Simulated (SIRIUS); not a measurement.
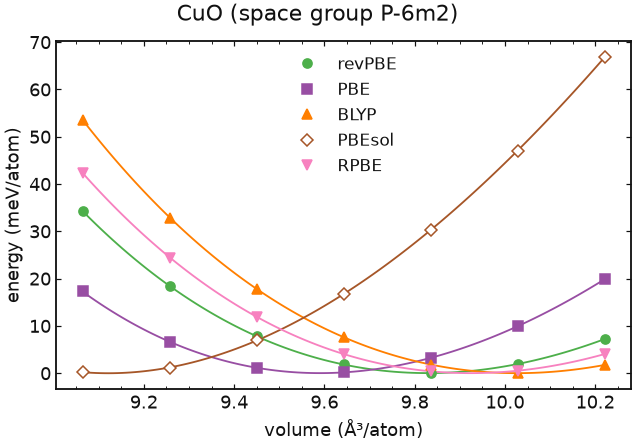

How it was computed, with SIRIUS 7.12.0: all-electron LAPW DFT, no spin polarisation; energies at scaled volumes of the given cell, shape and fractions fixed, counted from the fit's minimum, third-order Birch-Murnaghan fit. All runs: no spin polarisation.

- k mesh: 6×6×5
- occupations: Fermi–Dirac
- smearing width: 0.05 eV
- potentials: all electron FP LAPW

Energy against volume, with one curve for each functional, for CuO (space group P-6m2).

The fitted equilibrium volumes, smallest first, are PBEsol 9.121, PBE 9.590, revPBE 9.829, RPBE 9.924, BLYP 10.027 Å³/atom. The fitted bulk moduli, smallest first, are RPBE 153.8, BLYP 153.9, revPBE 158.7, PBE 172.5, PBEsol 199.5 GPa.

Limits of the calculation: coarse k mesh; shape and atomic fractions are frozen while scaling, which makes layered, chain and framework solids too stiff.
